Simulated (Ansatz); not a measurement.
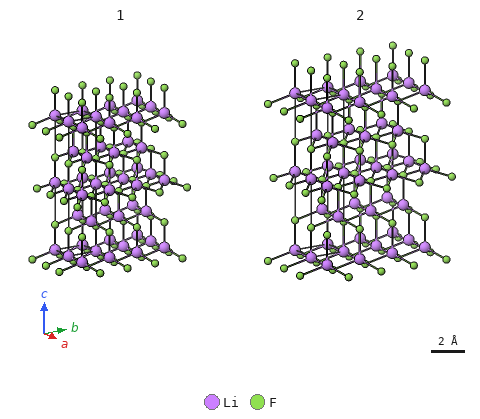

Two geometries of a crystal of LiF (built on the 4H polytype type), drawn at one scale. One is the start of a relaxation, the other its converged end. A ball-and-stick model of the cell of the calculation, repeated 2 × 3 × 1 with one cell outlined, seen slightly off an axis.

All numbers below come from Ansatz 0.2.0, DFT, PBEsol, plane waves, PAW. (plane-wave cutoff 420 eV; k-point mesh 9 × 9 × 4; occupations fermi dirac; smearing width 0.03 eV; no spin polarisation; cell and atoms relaxed; force threshold 0.01 eV/Å; at most 120 steps)

### Which of the two is the end point?

Structure 2 is the relaxed one. The largest moves relative to the cell, 0.018 Å, are those of Li atoms. By element the largest moves are Li 0.018 Å, F 0.015 Å. Cell: a = b 2.580 → 3.066 Å (+18.8 %), c 8.427 → 9.836 Å (+16.7 %). Volume +64.8 %. Among the contacts that change: F–Li 1.580 → 1.877 Å. The space group stays P6_3mc (No. 186). After 11 accepted moves (15 points after the start) the energy has fallen by 4.946 eV per cell of the calculation. The largest force component goes from 0.088 to 0.0004 eV/Å. Pressure: 77.58 GPa at the start and 0.01 GPa at the end. The SCF was repeated 4 times at an unchanged geometry on a basis and grid sized afresh for the cell, which shifted the energy by 0.715 eV per cell of the calculation at most.
